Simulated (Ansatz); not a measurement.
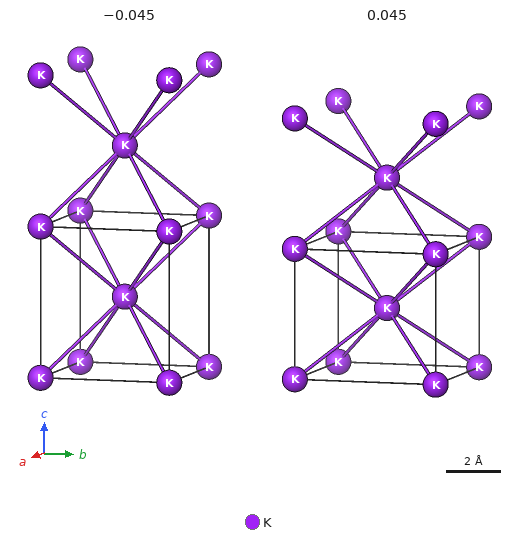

Crystalline K (set up in Im-3m), under biaxial strain in the a–b plane (c relaxed, atoms fixed by symmetry), with energies (extrapolated to zero smearing) counted from the relaxed crystal, which is the row at zero. The picture shows the first and the last member. Style: ball-and-stick. Shown: the cell of the calculation, repeated 1 × 1 × 2 with one cell outlined, slightly off an axis.

Computed with Ansatz 0.2.0: DFT PBEsol, scalar-relativistic, plane waves, PAW. (plane-wave cutoff 420 eV; k-point mesh 10 × 10 × 10; occupations gaussian; smearing width 0.1 eV; no spin polarisation; force threshold 0.008 eV/Å)

```csv
strain,energy (meV/atom),a (Å),c (Å)
−0.045,−0.28,5.000,5.658
−0.03,−0.29,5.079,5.506
−0.015,−0.10,5.157,5.331
0.0,0.00,5.236,5.236
0.015,?,?,?
0.03,0.57,5.393,4.950
0.045,2.17,5.472,4.880
```

Fill in the missing row.

A parabola through three neighbouring rows (−0.015, 0.0, 0.03) gives, with Lagrange weights, (−0.3333)(−0.10) + (1.0000)(0.00) + (0.3333)(0.57) = 0.22 meV/atom. The calculation gives −0.06 meV/atom (a = 5.315 Å, c = 5.042 Å). The estimate is 0.28 meV/atom too high. The miss is large: three rows don't fix the curve here, or the series isn't smooth. From the first member to the last: K–K 4.528 → 4.574 Å.

The whole series:

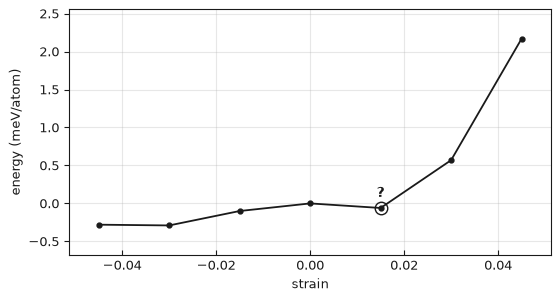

Each member starts from this one structure; whether another phase lies lower wasn't checked.
